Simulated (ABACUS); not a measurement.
**Energy of Mg along an even scaling of the cell**

System: Mg (Fm-3m, 1 atom in the cell).
Method: Kohn-Sham DFT of a periodic cell, PBE, PseudoDojo NC SR 0.4.1 PBE standard, no spin polarisation (ABACUS 3.10.1).

The 7 runs differ only in the geometry, by an even scaling of the cell at fixed fractional positions. The structure derives from a Materials Project entry.

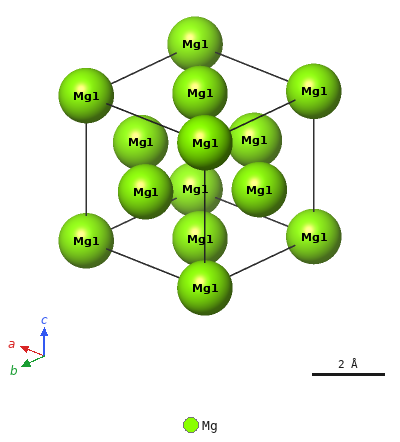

Figure 1. The structure of run 4 (spheres-only view of the cell 4 times as large as that of the calculation, set on its symmetry axes, seen at an oblique angle; atoms are numbered from 1 in the order of the input).

## Input file of run 4
```
INPUT_PARAMETERS
suffix              Mg
calculation         scf
basis_type          pw
pseudo_dir          ./
symmetry            1
dft_functional      pbe
ecutwfc             84
pseudo_rcut         10
nspin               1
nbands              9
ks_solver           dav
smearing_method     fd
smearing_sigma      0.00367493
scf_thr             1e-08
scf_nmax            100
mixing_type         broyden
mixing_beta         0.7
cal_force           1
cal_stress          1
kpar                4
```

## File STRU of run 4
```
ATOMIC_SPECIES
Mg 24.3050 Mg.upf

LATTICE_CONSTANT
1.8897261246

LATTICE_VECTORS
0.0000000000 2.2442560000 2.2442560000
2.2442560000 0.0000000000 2.2442560000
2.2442560000 2.2442560000 0.0000000000

ATOMIC_POSITIONS
Direct

Mg
0.0
1
0.0000000000 0.0000000000 0.0000000000 1 1 1
```

## File KPT of run 4
```
K_POINTS
0
Gamma
10 10 10 0 0 0
```

Command:
```bash
OMP_NUM_THREADS=1 mpirun -np 4 abacus > log
```

Run 5 differs from it as follows:
```diff
-0.0000000000 2.2442560000 2.2442560000
-2.2442560000 0.0000000000 2.2442560000
-2.2442560000 2.2442560000 0.0000000000
+0.0000000000 2.2591190557 2.2591190557
+2.2591190557 0.0000000000 2.2591190557
+2.2591190557 2.2591190557 0.0000000000
```

## Results, with one run withheld

```tsv
run	volume per atom (Å³)	free energy per atom, from the lowest run given (meV)	pressure (GPa)
1	21.251	19.18	3.59
2	21.703	10.46	2.59
3	22.155	4.41	1.69
4	22.607	0.80	0.87
5	23.059	?	?
6	23.512	0.00	−0.55
7	23.964	2.42	−1.16
```

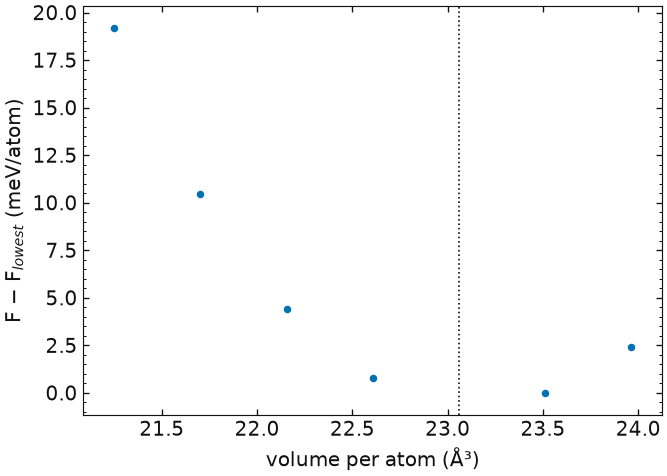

Figure 2. Free energy per atom of the runs given; the dotted line marks run 5.

Fit the runs given and predict run 5.

A cubic polynomial in V^(−2/3) (the Birch–Murnaghan form), fitted to the 6 runs given, misses them by under 0.01 meV per atom. With x = V^(−2/3) − 0.12548 Å⁻², it reads F = 1.4637 + 1792.4 x + 3.8171e+05 x² − 1.1836e+05 x³ (meV per atom). At run 5 it gives −0.60 meV per atom, and the run itself gives −0.60. The slope of the fit gives a pressure −dF/dV of 0.13 GPa there, and the run prints 0.13 GPa. The fit has its minimum at 23.144 Å³ per atom, where V d²F/dV² gives 35.7 GPa: the bulk modulus at this level, since symmetry fixes the shape and the positions.

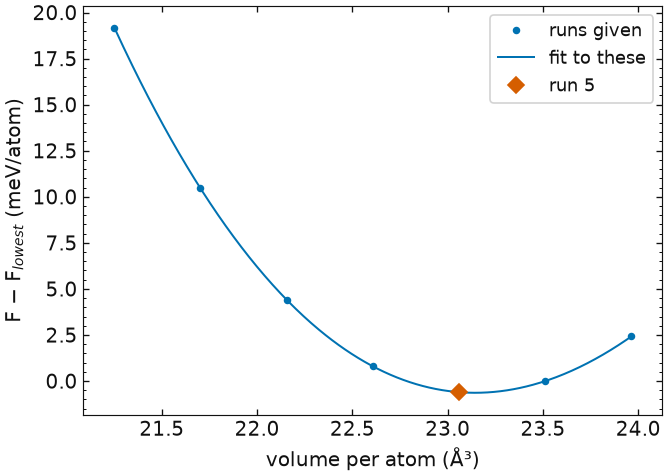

Figure 3. The fit and the withheld run.

## Some lines of the output (run 5)
```
[...]
                          Volume (Bohr^3) = 155.612
                             Volume (A^3) = 23.0593
 E_Fermi        0.4178796975         5.6855449650
 E_Fermi        0.4151058607         5.6478049784
 E_Fermi        0.4139500884         5.6320798902
 E_Fermi        0.4139216947         5.6316935741
 E_KS(sigma->0) -118.7915445468      -1616.2418800568
 E_Fermi        0.4139199075         5.6316692577
 final etot is -1616.243895 eV
 EFERMI = 5.6316692577 eV
 TOTAL-PRESSURE: 1.268687 KBAR
 !FINAL_ETOT_IS -1616.2438949940205930 eV
```
